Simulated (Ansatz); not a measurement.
Consider Si.

Input

```
crystal:
  lattice:
    - [4.6594203132, 2.6901175721, 1.8589531703]
    - [-4.6594203132, 2.6901175721, 1.8589531703]
    - [0.0, -5.3802351441, 1.8589531703]
  atoms:
    - { symbol: Si, position: [0.019638053, 0.7223955813, 0.522480285] }
    - { symbol: Si, position: [0.9735504146, 0.2795721659, 0.4716047568] }
    - { symbol: Si, position: [0.7209430318, 0.7209430318, 0.7209430318] }
    - { symbol: Si, position: [0.2795721659, 0.4716047568, 0.9735504146] }
    - { symbol: Si, position: [0.4716047568, 0.9735504146, 0.2795721659] }
    - { symbol: Si, position: [0.7223955813, 0.522480285, 0.019638053] }
    - { symbol: Si, position: [0.2898157116, 0.2898157116, 0.2898157116] }
    - { symbol: Si, position: [0.522480285, 0.019638053, 0.7223955813] }
basis:
  ecutwfc: 420
kpoints:
  mp_grid: { grid: [12, 12, 12] }
hamiltonian:
  xc: lda
scf:
  occupations: { method: gaussian, width: 0.15 }
output:
  forces: true
  stress: true
  eigenvalues: true
  write_density: true
  write_potential: true
  elf: true
  volumetric_format: npy
```

Run with:

```sh
ansatz run input.yaml --threads 2 --pin off --max-ram 5120MiB --backend cpu --events-out ev --progress --plain --runs-dir out
```

Below, planes, directions and counts refer to the conventional cell (a = 9.32 Å, b = 9.32 Å, c = 5.58 Å, α = 90.00°, β = 90.00°, γ = 120.00°).

Space group R3; a structure from a database of computed crystals, not necessarily the ambient phase.

The calculation used Ansatz, DFT LDA, scalar-relativistic, plane waves, PAW.

What can the converged valence pseudo-density and electron localisation function tell about the bonding?

Answer. Si–Si (2.34 Å): ρ is about 0.56 e/Å³ halfway; the ELF peaks at about 0.95 between the atoms.

Does the calculation make it a metal, or give it a gap?

Answer. It is metallic or semimetallic at this level of theory: no gap opens.

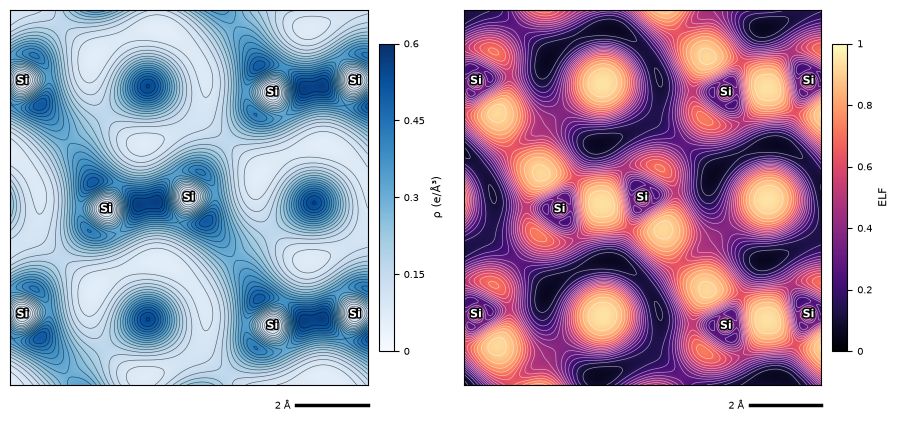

Computed valence pseudo-density and electron localisation function on the (101) plane of the conventional cell, in this order. Atoms just off the plane (Si, 0.9 Å away) can leave unmarked features too.

In a PAW calculation such maps are meaningful between the atoms, not at the nuclei.
